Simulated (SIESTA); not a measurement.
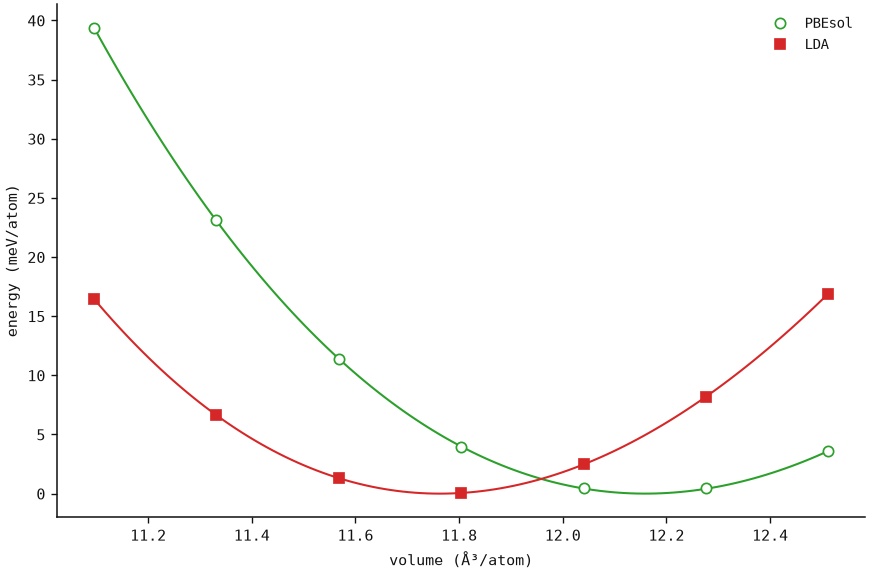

Plotted: energy against volume, with one curve for each functional, for MgO (space group P6_3mc).

How it was computed, with SIESTA 5.4.2: DFT in numerical atomic orbitals with pseudopotentials, no spin polarisation; energies at scaled volumes of the given cell, shape and fractions fixed, counted from the fit's minimum, third-order Birch-Murnaghan fit. All runs: no spin polarisation.

k mesh 9×9×6; occupations Fermi–Dirac; smearing width 0.05 eV; potentials PseudoDojo 0.4 standard, converted to PSML, two zetas on semicore shells.

Q: Order the curves by fitted equilibrium volume, smallest first.

A: LDA 11.763, PBEsol 12.159 Å³/atom.

Q: Order the curves by fitted bulk modulus, smallest first.

A: PBEsol 117.6, LDA 126.1 GPa.

Keep in mind: mulliken charges of long orbitals; shape and atomic fractions are frozen while scaling, which makes layered, chain and framework solids too stiff.
